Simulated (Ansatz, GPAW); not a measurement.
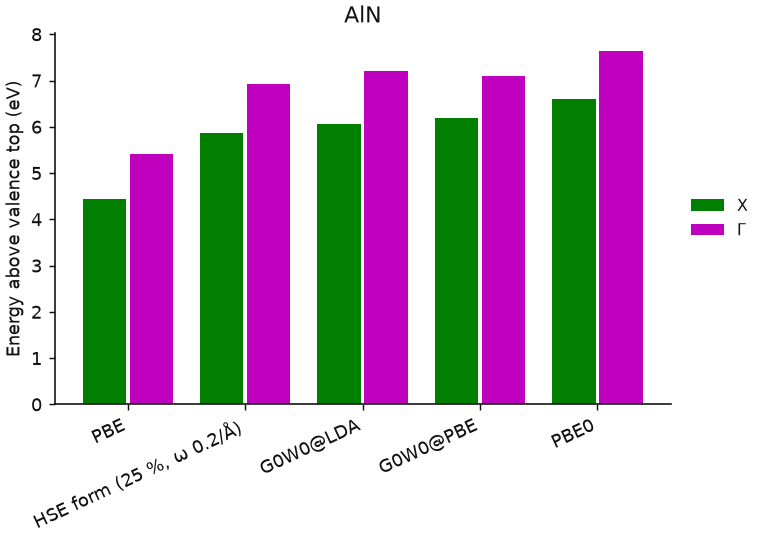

Lowest conduction level at each named k point, counted from the valence-band top at Γ, by several methods on one cell of rocksalt AlN, space group Fm-3m (No. 225), 2 atoms in the primitive cell; cubic a = 4.069 Å. All runs are without spin-orbit coupling and carry no moments.

> How do the methods rank at X?

From low to high: PBE 4.44, HSE form (25 %, ω 0.2/Å) 5.86, G0W0@LDA 6.06, G0W0@PBE 6.20, PBE0 6.59 eV. Too close to rank are G0W0@LDA against G0W0@PBE (different potentials, meshes, cutoffs and GW settings).

> Do the methods agree on which of these conduction levels is lowest?

Yes: all put it at X.

| method | program | X (eV) | Γ (eV) |
| --- | --- | --- | --- |
| PBE | Ansatz (PAW made for the crystal) | 4.44 | 5.41 |
| HSE form (25 %, ω 0.2/Å) | Ansatz | 5.86 | 6.93 |
| G0W0@LDA | GPAW | 6.06 | 7.21 |
| G0W0@PBE | GPAW | 6.20 | 7.10 |
| PBE0 | Ansatz | 6.59 | 7.64 |

Settings. PBE: PAW data sets made for the crystal, 8×8×8 k mesh, Fermi-Dirac smearing of 0.05 eV (Ansatz). HSE form (25 %, ω 0.2/Å): Ansatz PAW, 6×6×6 k mesh, 420 eV cutoff, Fermi-Dirac smearing of 0.05 eV (Ansatz). G0W0@LDA: LDA, the program's PAW data sets (release 1.2.1) made for this functional, 6×6×6 k mesh, 650 eV cutoff, Fermi-Dirac smearing of 0.001 eV (GPAW 26.7.0), G0W0 with response cutoff 100 eV, frequency model plasmon pole and response bands 38, extrapolated in the response cutoff. G0W0@PBE: PBE, GPAW PAW data sets (gpaw-data 1.2.1), 8×8×8 k mesh, 600 eV cutoff, Fermi-Dirac smearing of 0.001 eV (GPAW 26.7.0), G0W0 with response cutoff 250 eV, frequency model plasmon pole and response bands 151, extrapolated in the response cutoff. PBE0: Ansatz PAW, 8×8×8 k mesh, 420 eV cutoff, Fermi-Dirac smearing of 0.05 eV (Ansatz).

These are five of the 19 methods that were run on this cell. The runs come from different programs and meshes, which adds differences of its own. The usual form of AlN is wurtzite. HSE form (25 %, ω 0.2/Å) and PBE0: the PAW data sets were made with another functional. G0W0@LDA and G0W0@PBE: the quasiparticle gap is taken among the few k points that were corrected. G0W0@LDA and G0W0@PBE: the long-wavelength limit can be off by a per cent or two. LDA, GGA and most meta-GGA functionals understate gaps. HSE form (25 %, ω 0.2/Å): the k mesh is coarse, so the values aren't converged, least of all with exact exchange. G0W0@LDA: the k mesh is coarse, so the values aren't converged. G0W0@PBE: the k mesh is thin for GW. The GW runs differ in bands or cutoffs.
